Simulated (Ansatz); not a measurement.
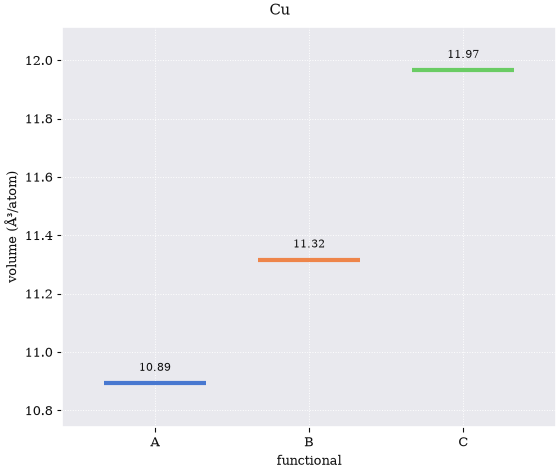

The figure shows the volume by functional for Cu, space group P6_3/mmc (No. 194). The labels are replaced by letters. In alphabetical order the cases are: LDA; PBE; PBE+D3(BJ).

The given structure:
```cif
data_structure
_symmetry_space_group_name_H-M 'P 1'
_symmetry_Int_Tables_number 1
_cell_length_a 2.5308
_cell_length_b 2.5308
_cell_length_c 8.2618
_cell_angle_alpha 90.000
_cell_angle_beta 90.000
_cell_angle_gamma 120.000
_cell_volume 45.83
loop_
_atom_site_label
_atom_site_type_symbol
_atom_site_fract_x
_atom_site_fract_y
_atom_site_fract_z
_atom_site_occupancy
Cu1 Cu 0.00000 0.00000 0.00000 1
Cu2 Cu 0.33333 0.66667 0.25000 1
Cu3 Cu 0.00000 0.00000 0.50000 1
Cu4 Cu 0.66667 0.33333 0.75000 1
```

Computed with Ansatz 0.2.0: volume and cell lengths of one structure relaxed by several density functionals; plane waves with PAW datasets, Γ-centred k mesh. All runs: no spin polarisation.

occupations Gaussian; smearing width 0.1 eV.

The space group named is that of the starting cell.

Q: Which letter stands for which functional?

A: A: LDA (10.9 Å³/atom); B: PBE+D3(BJ) (11.3 Å³/atom); C: PBE (12.0 Å³/atom).
